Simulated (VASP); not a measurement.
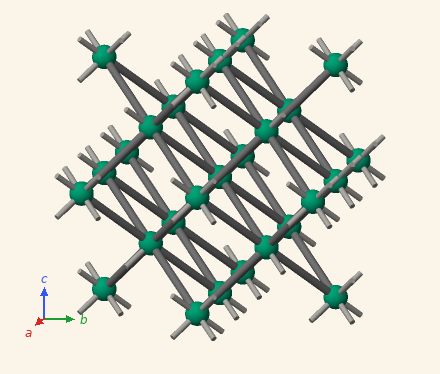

The picture shows a finite piece of the underlying net of a crystal structure, nodes on the atoms' positions. Nodes are coloured by topological kind. Edges to nodes outside the piece are drawn as stubs.

Q: What net is this?

A: A uninodal 8-connected, three-periodic net. It is the bcu net, known from CsCl and the body-centred cubic metals.

Q: Give point symbol and coordination sequence.

A: 4^24.6^4, sequence 8, 26, 56, 98, 152, 218.

The net was derived as follows. AlNi (space group Pm-3m, No. 221). Coordinates: an entry of the Crystallography Open Database, as set up for an electronic-structure calculation. Bonds are taken as Al–Ni below 2.8 Å. Simplification: prune 0- and 1-connected atoms, fold 2-connected ones into links. Ni and Al are 8-connected nodes.
